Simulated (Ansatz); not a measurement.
Geometry relaxation of AlNi$_{3}$ (part 3 of 4)

Continued. System: AlNi$_{3}$ (interface cell, 16 atoms in the cell). Method: DFT PBE, scalar-relativistic, plane waves, PAW, spin-polarised (Ansatz 0.2.0); cutoff 420 eV, 10×10×3 k-mesh, Gaussian smearing of 0.1 eV, collinear spins. The structure derives from a Materials Project entry. It belongs to a series of runs on one base structure; here: antiphase boundary on (0 0 1), shift by [0.5, 0, 0.5] of the cube.

Geometry of the input (Å; fractional positions):
```
3.5667  0.0000  0.0000
0.0000  3.5667  0.0000
0.0000  0.0000  14.2667
Al 0.0000  0.0000  0.0000
Ni 0.0000  0.5000  0.1250
Ni 0.5000  0.0000  0.1250
Ni 0.5000  0.5000  0.0000
Al 0.0000  0.0000  0.2500
Ni 0.0000  0.5000  0.3750
Ni 0.5000  0.0000  0.3750
Ni 0.5000  0.5000  0.2500
Ni 0.0000  0.0000  0.5000
Ni 0.0000  0.5000  0.6250
Al 0.5000  0.0000  0.6250
Ni 0.5000  0.5000  0.5000
Ni 0.0000  0.0000  0.7500
Ni 0.0000  0.5000  0.8750
Al 0.5000  0.0000  0.8750
Ni 0.5000  0.5000  0.7500
```

Output, continued
```
--- Forces (eV/Å), atoms counted from 1 ---
  atom   1  Al     0.00000000     0.00000000    -0.00826999
  atom   2  Ni     0.00000000     0.00000000     0.00073459
  atom   3  Ni     0.00000000     0.00000000     0.00053621
  atom   4  Ni     0.00000000     0.00000000    -0.00176791
  atom   5  Al     0.00000000     0.00000000     0.00243433
  atom   6  Ni     0.00000000     0.00000000    -0.00154124
  atom   7  Ni     0.00000000     0.00000000    -0.00232985
  atom   8  Ni     0.00000000     0.00000000     0.00123070
  atom   9  Ni     0.00000000     0.00000000     0.00232985
  atom  10  Ni     0.00000000     0.00000000    -0.00123070
  atom  11  Al     0.00000000     0.00000000    -0.00243433
  atom  12  Ni     0.00000000     0.00000000     0.00154124
  atom  13  Ni     0.00000000     0.00000000    -0.00053621
  atom  14  Ni     0.00000000     0.00000000     0.00176791
  atom  15  Al     0.00000000     0.00000000     0.00826999
  atom  16  Ni     0.00000000     0.00000000    -0.00073459
  max |Σ_I F_I| component: 9.76e-19 eV/Å
--- Stress (GPa, compression-positive) ---
        0.250037       0.000000       0.000000
        0.000000      -1.926446       0.000000
        0.000000       0.000000      -0.015322
  P = ⅓ Tr σ = -0.5639 GPa (-5.639 kbar)
--- Band table (eV; the first three rows and the last of 144) ---
  k-point 0 ↑: bands = ["-87.5594", "-87.5401", "-87.5246", "-87.5209", "-87.4475", "-87.4474", "-87.3907", "-87.3907", "-87.3520", "-87.3520", "-87.3312", "-87.3236", "-48.0148", "-48.0142", "-47.9933", "-47.9556", "-47.9489", "-47.9234", "-47.9110", "-47.9097", "-47.9032", "-47.8929", "-47.8726", "-47.8690", "-47.8594", "-47.8582", "-47.8533", "-47.8444", "-47.8405", "-47.8371", "-47.8256", "-47.8256", "-47.8040", "-47.8009", "-47.7946", "-47.7929", "-47.7733", "-47.7661", "-47.7658", "-47.7640", "-47.7469", "-47.7179", "-47.7037", "-47.7022", "-47.7018", "-47.6972", "-47.6903", "-47.6665", "5.5603", "6.3682", "6.4521", "8.4218", "8.7727", "10.9767", "11.0080", "11.4361", "11.6531", "11.7958", "11.9033", "12.0105", "12.1078", "12.1453", "12.1507", "12.3507", "12.3708", "12.4834", "12.5035", "12.5381", "12.5470", "12.5932", "12.6042", "12.9085", "12.9719", "13.0454", "13.0712", "13.1075", "13.3242", "13.5013", "13.7291", "13.8214", "13.8979", "13.9332", "14.0772", "14.1103", "14.1137", "14.1538", "14.1599", "14.1770", "14.2703", "14.3369", "14.4032", "14.4144", "14.5689", "14.6198", "14.6885", "14.7489", "14.7958", "14.8274", "14.8673", "14.9493", "14.9669", "14.9788", "15.0418", "15.0903", "15.1584", "15.1630", "15.2472", "15.3008", "15.3280", "15.3911", "15.4819", "15.4822", "15.6026", "15.6784", "15.6784", "16.3971", "16.4546", "16.5673", "18.1012", "18.1342", "18.1921", "18.3217", "21.0112", "21.0161", "21.0470", "21.0764", "21.1918", "21.2117", "21.7498", "22.0711", "22.0713", "22.7370", "22.8250", "23.6346", "23.6813", "24.5998", "24.6466", "24.6578", "24.8149"]
  k-point 1 ↑: bands = ["-87.5594", "-87.5401", "-87.5246", "-87.5209", "-87.4475", "-87.4474", "-87.3907", "-87.3907", "-87.3520", "-87.3520", "-87.3312", "-87.3236", "-48.0148", "-48.0142", "-47.9933", "-47.9556", "-47.9489", "-47.9234", "-47.9110", "-47.9097", "-47.9032", "-47.8929", "-47.8726", "-47.8690", "-47.8594", "-47.8580", "-47.8532", "-47.8447", "-47.8404", "-47.8372", "-47.8258", "-47.8254", "-47.8035", "-47.8013", "-47.7945", "-47.7931", "-47.7733", "-47.7659", "-47.7658", "-47.7643", "-47.7469", "-47.7179", "-47.7037", "-47.7022", "-47.7018", "-47.6972", "-47.6903", "-47.6665", "5.6000", "6.0725", "6.8738", "7.8515", "9.4757", "10.3223", "11.3314", "11.4265", "11.6656", "11.7902", "11.8951", "12.0004", "12.1081", "12.1452", "12.1508", "12.3907", "12.4093", "12.4906", "12.4976", "12.5295", "12.5548", "12.5680", "12.6328", "12.8837", "12.9444", "13.0396", "13.0767", "13.0788", "13.3810", "13.5265", "13.7394", "13.7625", "13.7983", "13.9392", "13.9712", "14.0532", "14.1482", "14.1684", "14.2265", "14.2940", "14.3292", "14.3314", "14.4016", "14.4117", "14.4708", "14.5943", "14.7489", "14.7817", "14.8338", "14.8365", "14.8663", "14.9713", "15.0414", "15.0709", "15.1155", "15.1283", "15.1595", "15.1953", "15.2268", "15.2651", "15.2936", "15.3515", "15.3975", "15.4819", "15.4822", "15.6784", "15.6784", "16.2895", "16.6857", "16.7473", "17.4413", "17.4434", "19.0067", "19.0906", "20.0014", "20.0619", "21.0866", "21.1850", "22.0617", "22.0713", "22.1180", "22.1557", "22.2445", "22.7223", "22.8474", "23.3752", "23.4433", "23.6402", "23.6765", "24.3347", "24.9746"]
  k-point 2 ↑: bands = ["-87.5588", "-87.5400", "-87.5252", "-87.5210", "-87.4475", "-87.4474", "-87.3905", "-87.3905", "-87.3522", "-87.3522", "-87.3312", "-87.3236", "-48.0124", "-48.0118", "-47.9924", "-47.9577", "-47.9470", "-47.9258", "-47.9134", "-47.9114", "-47.9024", "-47.8895", "-47.8744", "-47.8707", "-47.8591", "-47.8589", "-47.8523", "-47.8446", "-47.8400", "-47.8368", "-47.8251", "-47.8246", "-47.8039", "-47.8011", "-47.7931", "-47.7913", "-47.7763", "-47.7706", "-47.7627", "-47.7590", "-47.7472", "-47.7190", "-47.7089", "-47.7041", "-47.6989", "-47.6988", "-47.6914", "-47.6659", "5.6805", "6.4853", "6.5690", "8.5237", "8.8798", "11.0501", "11.0743", "11.4936", "11.6299", "11.8582", "11.9146", "12.0274", "12.1343", "12.1665", "12.1808", "12.3191", "12.3396", "12.4614", "12.5029", "12.5232", "12.5557", "12.6063", "12.6211", "12.8650", "12.8930", "13.0674", "13.1036", "13.1189", "13.3000", "13.4121", "13.5950", "13.8404", "13.8598", "13.8983", "14.0025", "14.0223", "14.0292", "14.1683", "14.1891", "14.2474", "14.2496", "14.2988", "14.3512", "14.3980", "14.4747", "14.6053", "14.7283", "14.7368", "14.7918", "14.7967", "14.8274", "14.9333", "14.9441", "14.9647", "14.9828", "15.1115", "15.1216", "15.2032", "15.2102", "15.2730", "15.2809", "15.3084", "15.4241", "15.5218", "15.5257", "15.5817", "15.6049", "15.9509", "16.7981", "16.9353", "17.5246", "17.6676", "18.3525", "18.4026", "19.9466", "20.1617", "21.1209", "21.1474", "21.2226", "21.7838", "22.1378", "22.2771", "22.4393", "23.3391", "23.3565", "23.5010", "23.6598", "23.9264", "24.5330", "24.7581", "24.7884"]
  k-point 71 ↓: bands = ["-87.2632", "-87.2632", "-87.2215", "-87.2215", "-87.1673", "-87.1673", "-87.1452", "-87.1452", "-87.1031", "-87.1031", "-87.0959", "-87.0959", "-47.7319", "-47.7319", "-47.6965", "-47.6965", "-47.6939", "-47.6939", "-47.6563", "-47.6563", "-47.6278", "-47.6278", "-47.6274", "-47.6274", "-47.6003", "-47.6003", "-47.5942", "-47.5942", "-47.5755", "-47.5755", "-47.5682", "-47.5682", "-47.5628", "-47.5628", "-47.5583", "-47.5583", "-47.4935", "-47.4935", "-47.4931", "-47.4931", "-47.4726", "-47.4726", "-47.4605", "-47.4605", "-47.4481", "-47.4481", "-47.4192", "-47.4192", "9.9783", "9.9783", "10.0288", "10.0288", "10.9524", "10.9524", "11.0045", "11.0045", "11.5248", "11.5248", "11.5880", "11.5880", "11.9816", "11.9816", "12.1803", "12.1803", "12.7486", "12.7486", "13.0372", "13.0372", "13.2075", "13.2075", "13.4227", "13.4227", "13.4645", "13.4645", "13.6314", "13.6314", "13.6351", "13.6351", "13.7869", "13.7869", "13.8736", "13.8736", "13.8899", "13.8899", "13.9313", "13.9313", "14.0112", "14.0112", "14.2243", "14.2243", "14.2928", "14.2928", "14.3099", "14.3099", "14.4918", "14.4918", "14.5633", "14.5633", "14.5813", "14.5813", "14.7082", "14.7082", "14.7584", "14.7584", "14.8328", "14.8328", "14.9048", "14.9048", "15.0702", "15.0702", "15.2856", "15.2856", "15.2907", "15.2907", "15.6382", "15.6382", "16.0366", "16.0366", "16.1353", "16.1353", "16.5696", "16.5696", "16.6405", "16.6405", "18.9404", "18.9404", "19.4879", "19.4879", "20.1612", "20.1612", "20.6290", "20.6290", "21.5060", "21.5060", "22.4654", "22.4654", "23.0587", "23.0587", "24.4016"]
--- Relaxed structure (4 steps of the walk, 4 accepted, 1 SCFs on fresh bases) ---
  F+E_penalty+E_count = -72233.07289531 eV   max|allowed force component| = 8.270e-3 eV/Å   (the final SCF, on the basis selected at the relaxed cell)
  cell:  # Å, volume = 182.7738 Å³
    - [3.5666788375, 0.0, 0.0]
    - [0.0, 3.5666788375, 0.0]
    - [0.0, 0.0, 14.367654398454862]
  atoms:
    - { symbol: Al, position: [0.0, 0.0, 0.00989839802796111] }
    - { symbol: Ni, position: [0.0, 0.5, 0.12850772287907097] }
    - { symbol: Ni, position: [0.5, 0.0, 0.13080663527510125] }
    - { symbol: Ni, position: [0.5, 0.5, 0.001439532554792847] }
    - { symbol: Al, position: [0.0, 0.0, 0.25366049043722516] }
    - { symbol: Ni, position: [0.0, 0.5, 0.37782313694145964] }
    - { symbol: Ni, position: [0.5, 0.0, 0.3770526348994522] }
    - { symbol: Ni, position: [0.5, 0.5, 0.25340324258254027] }
    - { symbol: Ni, position: [0.0, 0.0, 0.4979473651005479] }
    - { symbol: Ni, position: [0.0, 0.5, 0.6215967574174598] }
    - { symbol: Al, position: [0.5, 0.0, 0.621339509562775] }
    - { symbol: Ni, position: [0.5, 0.5, 0.4971768630585404] }
    - { symbol: Ni, position: [0.0, 0.0, 0.7441933647248987] }
    - { symbol: Ni, position: [0.0, 0.5, 0.8735604674452072] }
    - { symbol: Al, position: [0.5, 0.0, 0.8651016019720389] }
    - { symbol: Ni, position: [0.5, 0.5, 0.746492277120929] }
--- Löwdin populations: 16 sites ---
  site symbol       q [e]    m [muB]
     0     Al      3.4473    -0.0138
     1     Ni     17.6155     0.1289
     2     Ni     17.6177     0.1454
     3     Ni     17.5830     0.0468
     4     Al      3.5991    -0.0392
     5     Ni     17.7033     0.3382
     6     Ni     17.6922     0.3472
     7     Ni     17.6210     0.2371
     8     Ni     17.6922     0.3472
     9     Ni     17.6210     0.2371
    10     Al      3.5991    -0.0392
    11     Ni     17.7033     0.3382
    12     Ni     17.6177     0.1454
    13     Ni     17.5830     0.0468
    14     Al      3.4473    -0.0138
    15     Ni     17.6155     0.1289
  spilling = 0.009832 (of n_electrons = 228.000000)
```

Trajectory as extended XYZ (Å, eV, eV/Å), 5 frames, from step=1 to step=5
```
16
Lattice="3.5667 0.0000 0.0000 0.0000 3.5667 0.0000 0.0000 0.0000 14.2667" Properties=species:S:1:pos:R:3:forces:R:3 step=1 energy=-72232.82465 pressure_GPa=0.62
Al    0.0000    0.0000    0.0000    0.0000   0.0000   1.6016
Ni    0.0000    1.7833    1.7833    0.0000   0.0000  -0.1023
Ni    1.7833    0.0000    1.7833    0.0000   0.0000   0.1922
Ni    1.7833    1.7833    0.0000    0.0000   0.0000   0.2137
Al    0.0000    0.0000    3.5667    0.0000   0.0000   0.0080
Ni    0.0000    1.7833    5.3500    0.0000   0.0000   0.2859
Ni    1.7833    0.0000    5.3500    0.0000   0.0000   0.2175
Ni    1.7833    1.7833    3.5667    0.0000   0.0000  -0.0003
Ni    0.0000    0.0000    7.1334    0.0000   0.0000  -0.2175
Ni    0.0000    1.7833    8.9167    0.0000   0.0000   0.0003
Al    1.7833    0.0000    8.9167    0.0000   0.0000  -0.0080
Ni    1.7833    1.7833    7.1334    0.0000   0.0000  -0.2859
Ni    0.0000    0.0000   10.7000    0.0000   0.0000  -0.1922
Ni    0.0000    1.7833   12.4834    0.0000   0.0000  -0.2137
Al    1.7833    0.0000   12.4834    0.0000   0.0000  -1.6016
Ni    1.7833    1.7833   10.7000    0.0000   0.0000   0.1023
16
Lattice="3.5667 0.0000 0.0000 0.0000 3.5667 0.0000 0.0000 0.0000 14.3085" Properties=species:S:1:pos:R:3:forces:R:3 step=2 energy=-72232.99795 pressure_GPa=-0.02
Al    0.0000    0.0000    0.0615    0.0000   0.0000   0.8251
Ni    0.0000    1.7833    1.8149    0.0000   0.0000  -0.0944
Ni    1.7833    0.0000    1.8256    0.0000   0.0000   0.1104
Ni    1.7833    1.7833    0.0112    0.0000   0.0000   0.0899
Al    0.0000    0.0000    3.6006    0.0000   0.0000   0.0081
Ni    0.0000    1.7833    5.3819    0.0000   0.0000   0.1857
Ni    1.7833    0.0000    5.3794    0.0000   0.0000   0.1269
Ni    1.7833    1.7833    3.6003    0.0000   0.0000  -0.0073
Ni    0.0000    0.0000    7.1406    0.0000   0.0000  -0.1269
Ni    0.0000    1.7833    8.9196    0.0000   0.0000   0.0073
Al    1.7833    0.0000    8.9193    0.0000   0.0000  -0.0081
Ni    1.7833    1.7833    7.1381    0.0000   0.0000  -0.1857
Ni    0.0000    0.0000   10.6944    0.0000   0.0000  -0.1104
Ni    0.0000    1.7833   12.5087    0.0000   0.0000  -0.0899
Al    1.7833    0.0000   12.4584    0.0000   0.0000  -0.8251
Ni    1.7833    1.7833   10.7051    0.0000   0.0000   0.0944
16
Lattice="3.5667 0.0000 0.0000 0.0000 3.5667 0.0000 0.0000 0.0000 14.3518" Properties=species:S:1:pos:R:3:forces:R:3 step=3 energy=-72233.07036 pressure_GPa=-0.43
Al    0.0000    0.0000    0.1272    0.0000   0.0000   0.1382
Ni    0.0000    1.7833    1.8417    0.0000   0.0000  -0.0246
Ni    1.7833    0.0000    1.8704    0.0000   0.0000   0.0161
Ni    1.7833    1.7833    0.0196    0.0000   0.0000   0.0129
Al    0.0000    0.0000    3.6366    0.0000   0.0000   0.0038
Ni    0.0000    1.7833    5.4193    0.0000   0.0000   0.0195
Ni    1.7833    0.0000    5.4114    0.0000   0.0000  -0.0065
Ni    1.7833    1.7833    3.6346    0.0000   0.0000  -0.0076
Ni    0.0000    0.0000    7.1464    0.0000   0.0000   0.0065
Ni    0.0000    1.7833    8.9232    0.0000   0.0000   0.0076
Al    1.7833    0.0000    8.9212    0.0000   0.0000  -0.0038
Ni    1.7833    1.7833    7.1385    0.0000   0.0000  -0.0195
Ni    0.0000    0.0000   10.6875    0.0000   0.0000  -0.0161
Ni    0.0000    1.7833   12.5382    0.0000   0.0000  -0.0129
Al    1.7833    0.0000   12.4307    0.0000   0.0000  -0.1382
Ni    1.7833    1.7833   10.7161    0.0000   0.0000   0.0246
16
Lattice="3.5667 0.0000 0.0000 0.0000 3.5667 0.0000 0.0000 0.0000 14.3677" Properties=species:S:1:pos:R:3:forces:R:3 step=4 energy=-72233.07245 pressure_GPa=-0.56
Al    0.0000    0.0000    0.1422    0.0000   0.0000  -0.0083
Ni    0.0000    1.7833    1.8464    0.0000   0.0000   0.0007
Ni    1.7833    0.0000    1.8794    0.0000   0.0000   0.0005
Ni    1.7833    1.7833    0.0207    0.0000   0.0000  -0.0018
Al    0.0000    0.0000    3.6445    0.0000   0.0000   0.0024
Ni    0.0000    1.7833    5.4284    0.0000   0.0000  -0.0016
Ni    1.7833    0.0000    5.4174    0.0000   0.0000  -0.0023
Ni    1.7833    1.7833    3.6408    0.0000   0.0000   0.0012
Ni    0.0000    0.0000    7.1543    0.0000   0.0000   0.0023
Ni    0.0000    1.7833    8.9309    0.0000   0.0000  -0.0012
Al    1.7833    0.0000    8.9272    0.0000   0.0000  -0.0024
Ni    1.7833    1.7833    7.1433    0.0000   0.0000   0.0016
Ni    0.0000    0.0000   10.6923    0.0000   0.0000  -0.0005
Ni    0.0000    1.7833   12.5510    0.0000   0.0000   0.0018
Al    1.7833    0.0000   12.4295    0.0000   0.0000   0.0083
Ni    1.7833    1.7833   10.7253    0.0000   0.0000  -0.0007
16
Lattice="3.5667 0.0000 0.0000 0.0000 3.5667 0.0000 0.0000 0.0000 14.3677" Properties=species:S:1:pos:R:3:forces:R:3 step=5 energy=-72233.07290 pressure_GPa=-0.56
Al    0.0000    0.0000    0.1422    0.0000   0.0000  -0.0083
Ni    0.0000    1.7833    1.8464    0.0000   0.0000   0.0007
Ni    1.7833    0.0000    1.8794    0.0000   0.0000   0.0005
Ni    1.7833    1.7833    0.0207    0.0000   0.0000  -0.0018
Al    0.0000    0.0000    3.6445    0.0000   0.0000   0.0024
Ni    0.0000    1.7833    5.4284    0.0000   0.0000  -0.0015
Ni    1.7833    0.0000    5.4174    0.0000   0.0000  -0.0023
Ni    1.7833    1.7833    3.6408    0.0000   0.0000   0.0012
Ni    0.0000    0.0000    7.1543    0.0000   0.0000   0.0023
Ni    0.0000    1.7833    8.9309    0.0000   0.0000  -0.0012
Al    1.7833    0.0000    8.9272    0.0000   0.0000  -0.0024
Ni    1.7833    1.7833    7.1433    0.0000   0.0000   0.0015
Ni    0.0000    0.0000   10.6923    0.0000   0.0000  -0.0005
Ni    0.0000    1.7833   12.5510    0.0000   0.0000   0.0018
Al    1.7833    0.0000   12.4295    0.0000   0.0000   0.0083
Ni    1.7833    1.7833   10.7253    0.0000   0.0000  -0.0007
```

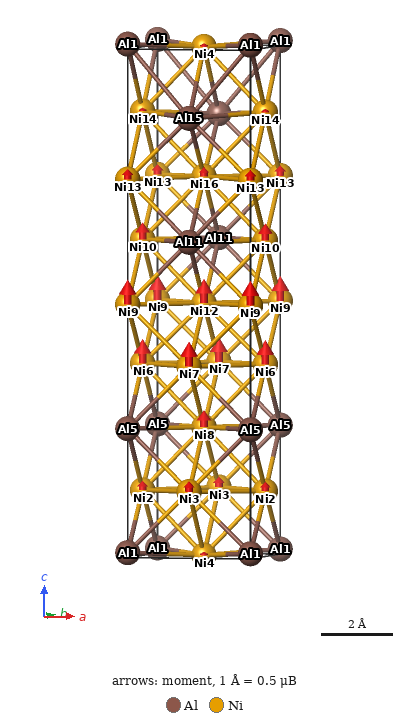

*Magnetic moments of the sites as red arrows (ball-and-stick view of the cell of the calculation, seen at an oblique angle; atoms are numbered from 1 in the order of the input); small moments hardly show. The run is collinear, so the axis drawn is arbitrary.*

Site moments: Ni7, Ni9 (0.35 μB); Ni6, Ni12 (0.34 μB); Ni8, Ni10 (0.24 μB); Ni3, Ni13 (0.15 μB); Ni2, Ni16 (0.13 μB). They are counted near the atoms and needn't add up to the moment of the cell.

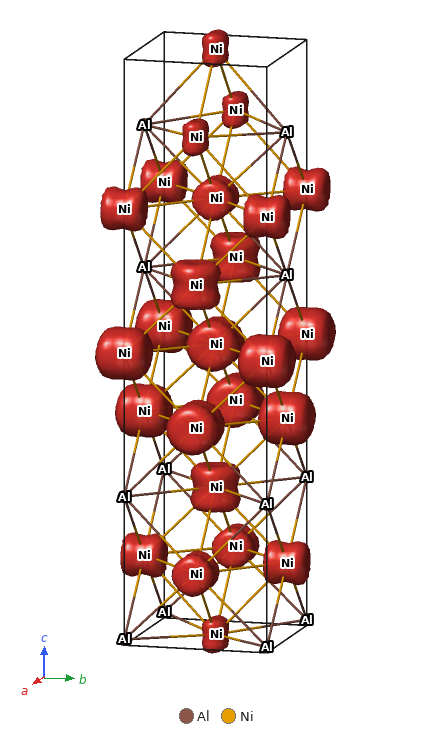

*Isosurface of the magnetisation density (up minus down) at +0.05 e/Å³ (red), seen slightly off an axis. Sticks mark near contacts. The outline is the calculation cell.*

The cell of the calculation (16 atoms) carries 2.3 μB net. The fields are those of the smooth PAW valence density.
